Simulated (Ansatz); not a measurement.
## Geometry relaxation of AlGa2N2 (part 2 of 2)

Continued. System: AlGa2N2 (5 atoms in the cell). Method: DFT PBE, scalar-relativistic, plane waves, PAW, no spin polarisation (Ansatz 0.2.0); cutoff 420 eV, 12×12×12 k-mesh, Gaussian smearing of 0.1 eV. The structure was made by a generator, so it may or may not be a known phase.

Geometry of the input (Å; fractional positions):
```
-2.0620  2.0620  4.6290
2.0620  -2.0620  4.6290
2.0620  2.0620  -4.6290
Al 0.0000  0.0000  0.0000
Ga 0.7500  0.2500  0.5000
Ga 0.2500  0.7500  0.5000
N  0.1993  0.1993  0.0000
N  0.8007  0.8007  0.0000
```

```
basis re-selected at this cell: Δ(F+E_penalty+E_count) = -1.633e-3 eV, ΔP = +0.028 GPa vs the last step (what re-selecting the basis moved, of the pressure what is left beyond the Pulay correction that the steps carried, after the strain that the cell walked since its last selection, with what the two solves' SCF thresholds leave and, on support functions, any second-order correction that the steps lacked; it is no measure of the basis error at this ecutwfc). This SCF's stress stands 4.46e-2 GPa from its target on what of the cell is left free (relax.cell.stress_tol is 5.00e-2 GPa) and its largest allowed force component is 7.88e-3 eV/Å (relax.f_tol is 1.00e-2 eV/Å): within both
SCF converged after 6 iterations
Free energy (F): -8869.808196 eV
Harris-Foulkes:  -8869.808196 eV  (|F-HF|=7.28e-12)
Internal energy: -8869.800158 eV  (E = F + TS)
E sigma→0 (E₀):  -8869.804177 eV
Entropy (-TS):   -0.008038 eV (-1.608 meV/atom)
Fermi energy:    7.749105 eV
--- Per-component energies (eV) ---
  E_band       = -144.456809
  E_kinetic    = 511.247753
  E_local      = -5381.398119  (includes V_loc(G=0)·N_el)
  E_nonlocal   = 956.152717
  E_hartree    = 2467.589661
  E_xc         = -295.124438
  E_vxc        = -293.899093  (∫ρ·V_xc dr)
  E_paw        = -4703.498526  (= ΣΔE_a)
  E_vpaw       = -871.739301  (= ΣTr[D̂ρ^β])
  E_aug_tail   = -0.000044  (compensation charges beyond the density's cutoff)
  E_ewald      = -2424.769161
  E_smearing   = -0.008038  (= −TS)
  E_closure    = -0.000000  (closes the sum)
  Σ components = -8869.808196   (vs F -8869.808196, Δ=0.00e0)
--- Forces (eV/Å), atoms counted from 1 ---
  atom   1  Al    -0.00000000     0.00000000    -0.00000000
  atom   2  Ga     0.00000000    -0.00000000     0.00000000
  atom   3  Ga     0.00000000     0.00000000     0.00000000
  atom   4  N      0.00000000     0.00000000    -0.00788163
  atom   5  N      0.00000000     0.00000000     0.00788163
  max |Σ_I F_I| component: 1.11e-16 eV/Å
--- Stress (GPa, compression-positive) ---
        0.044568       0.000000       0.000000
        0.000000       0.044568       0.000000
        0.000000       0.000000       0.008919
  P = ⅓ Tr σ = 0.0327 GPa (0.327 kbar)
--- Band table (eV; the first three rows and the last of 163) ---
  k-point 0: bands = ["-9.7249", "-9.1816", "-7.9180", "-7.8382", "-7.8382", "-7.7250", "-7.7250", "-7.7110", "-7.6370", "-7.5571", "-7.5090", "-5.6669", "1.1315", "1.1315", "1.5904", "2.6876", "3.8502", "3.8502", "4.0750", "5.5640", "9.4894", "10.2992", "10.4856", "10.8298", "10.8298"]
  k-point 1: bands = ["-9.6596", "-9.1512", "-7.9092", "-7.8439", "-7.8306", "-7.7369", "-7.7272", "-7.7146", "-7.6499", "-7.5447", "-7.5262", "-5.7654", "0.8644", "1.1713", "1.5165", "2.9074", "3.0101", "3.8433", "4.9252", "6.0366", "8.9790", "9.9556", "10.4043", "11.1470", "11.6010"]
  k-point 2: bands = ["-9.4745", "-9.0620", "-7.8986", "-7.8418", "-7.8107", "-7.7686", "-7.7488", "-7.7149", "-7.6838", "-7.5674", "-7.5123", "-6.0326", "0.3055", "1.1452", "1.3410", "2.3211", "3.4450", "3.8044", "5.7697", "7.1907", "8.3906", "9.6624", "10.2023", "11.4864", "12.9378"]
  k-point 162: bands = ["-9.5922", "-9.2567", "-7.9176", "-7.8350", "-7.8350", "-7.7258", "-7.7258", "-7.7162", "-7.6370", "-7.5090", "-7.4606", "-5.9221", "0.9576", "0.9846", "0.9846", "2.5657", "4.0624", "4.0624", "5.0945", "6.8084", "7.5690", "11.5989", "11.6645", "11.6645", "12.0766"]
--- Relaxed structure (3 steps of the walk, 3 accepted, 1 SCFs on fresh bases) ---
  F+E_penalty+E_count = -8869.80819594 eV   max|allowed force component| = 7.882e-3 eV/Å   (the final SCF, on the basis selected at the relaxed cell)
  cell:  # Å, volume = 79.6337 Å³
    - [-2.070345611031353, 2.070345611031353, 4.644628956138519]
    - [2.070345611031353, -2.070345611031353, 4.644628956138519]
    - [2.070345611031353, 2.070345611031353, -4.644628956138519]
  atoms:
    - { symbol: Al, position: [6.55815615384177e-20, 6.558156153841765e-20, -2.2328409149754388e-35] }
    - { symbol: Ga, position: [0.75, 0.25, 0.5] }
    - { symbol: Ga, position: [0.25, 0.75, 0.5] }
    - { symbol: N, position: [0.1979533002132834, 0.1979533002132834, 1.4582131709195778e-35] }
    - { symbol: N, position: [0.8020466997867165, 0.8020466997867165, 4.0654423184302895e-35] }
```

Trajectory as extended XYZ (Å, eV, eV/Å), 4 frames, from step=1 to step=4:
```
5
Lattice="-2.0620 2.0620 4.6290 2.0620 -2.0620 4.6290 2.0620 2.0620 -4.6290" Properties=species:S:1:pos:R:3:forces:R:3 step=1 energy=-8869.80527 pressure_GPa=0.52
Al    0.0000    0.0000    0.0000    0.0000   0.0000   0.0000
Ga    0.0000    2.0620    2.3145    0.0000   0.0000   0.0000
Ga    2.0620    0.0000    2.3145    0.0000   0.0000   0.0000
N     0.0000    0.0000    1.8454    0.0000   0.0000  -0.0975
N     0.0000    0.0000    7.4126    0.0000   0.0000   0.0975
5
Lattice="-2.0649 2.0649 4.6346 2.0649 -2.0649 4.6346 2.0649 2.0649 -4.6346" Properties=species:S:1:pos:R:3:forces:R:3 step=2 energy=-8869.80615 pressure_GPa=0.29
Al    0.0000    0.0000    0.0000    0.0000   0.0000   0.0000
Ga    0.0000    2.0649    2.3173    0.0000   0.0000   0.0000
Ga    2.0649    0.0000    2.3173    0.0000   0.0000   0.0000
N     0.0000    0.0000    1.8443    0.0000   0.0000  -0.0832
N     0.0000    0.0000    7.4249    0.0000   0.0000   0.0832
5
Lattice="-2.0703 2.0703 4.6446 2.0703 -2.0703 4.6446 2.0703 2.0703 -4.6446" Properties=species:S:1:pos:R:3:forces:R:3 step=3 energy=-8869.80656 pressure_GPa=0.01
Al    0.0000    0.0000    0.0000    0.0000   0.0000   0.0000
Ga    0.0000    2.0703    2.3223    0.0000   0.0000   0.0000
Ga    2.0703    0.0000    2.3223    0.0000   0.0000   0.0000
N     0.0000    0.0000    1.8388    0.0000   0.0000  -0.0082
N     0.0000    0.0000    7.4504    0.0000   0.0000   0.0082
5
Lattice="-2.0703 2.0703 4.6446 2.0703 -2.0703 4.6446 2.0703 2.0703 -4.6446" Properties=species:S:1:pos:R:3:forces:R:3 step=4 energy=-8869.80820 pressure_GPa=0.03
Al    0.0000    0.0000    0.0000    0.0000   0.0000   0.0000
Ga    0.0000    2.0703    2.3223    0.0000   0.0000   0.0000
Ga    2.0703    0.0000    2.3223    0.0000   0.0000   0.0000
N     0.0000    0.0000    1.8388    0.0000   0.0000  -0.0079
N     0.0000    0.0000    7.4504    0.0000   0.0000   0.0079
```

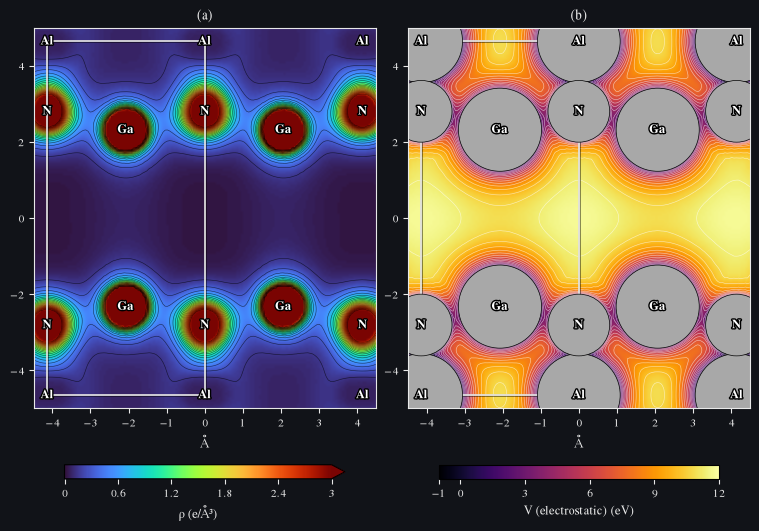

**Figure 1.** (a) valence charge density (pseudo); (b) electrostatic potential (local pseudopotential plus Hartree) felt by an electron on the (100) plane of the conventional cell. Grey discs, where drawn, cover atomic cores. Atoms in the plane: Al, Ga and N. Al–N (1.84 Å): ρ at the midpoint is about 0.76 e/Å³. Ga–N (2.13 Å): ρ at the midpoint is about 0.51 e/Å³. Away from the nuclei the density in this plane falls to 0.02 e/Å³ at its lowest. Outside the cores the potential energy rises away from the atoms and is highest about 2.8 Å from the nearest atoms; outside the discs it spans about 12 eV, and its zero is arbitrary. In a PAW calculation such maps are meaningful between the atoms, not at the nuclei.

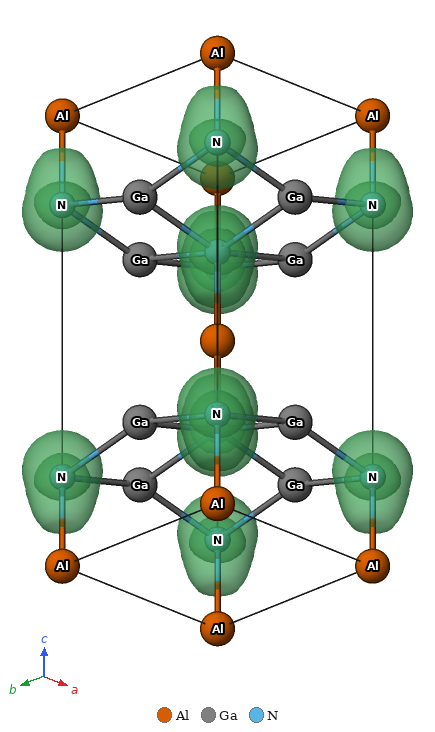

**Figure 2.** Isosurface of the electron localisation function at 0.75 (green), seen at an oblique angle. Only the valence region is drawn (cores and ρ < 0.01 e/Å³ removed). Sticks mark near contacts. The outline is the cell set on symmetry axes. Along the contacts the grid gives the following. Al–N (1.84 Å): the ELF is about 0.90 at the midpoint. Ga–N (2.13 Å): the ELF is about 0.35 at the midpoint; a polar contact without a shared pair, in a metal.

Key numbers:

- outcome: converged
- space group (tolerance 0.01 Å): I4/mmm (139)
- electrons treated: 39
- free energy: −8869.8082 eV
- Fermi energy: 7.749 eV
- gap on the k-point mesh: none (metallic)
- pressure: 0.03 GPa
- final volume: 79.63 Å³
- largest force (length of the vector) at the end: 0.008 eV/Å
- final cell: a = 5.490 Å, b = 5.490 Å, c = 5.490 Å, α = 135.69°, β = 135.69°, γ = 64.45°
- wall time: 2.7 min
- peak memory: 0.6 GiB

Notes:

The cell holds an odd number of electrons but the run has no spin polarisation, so a band is left half filled.
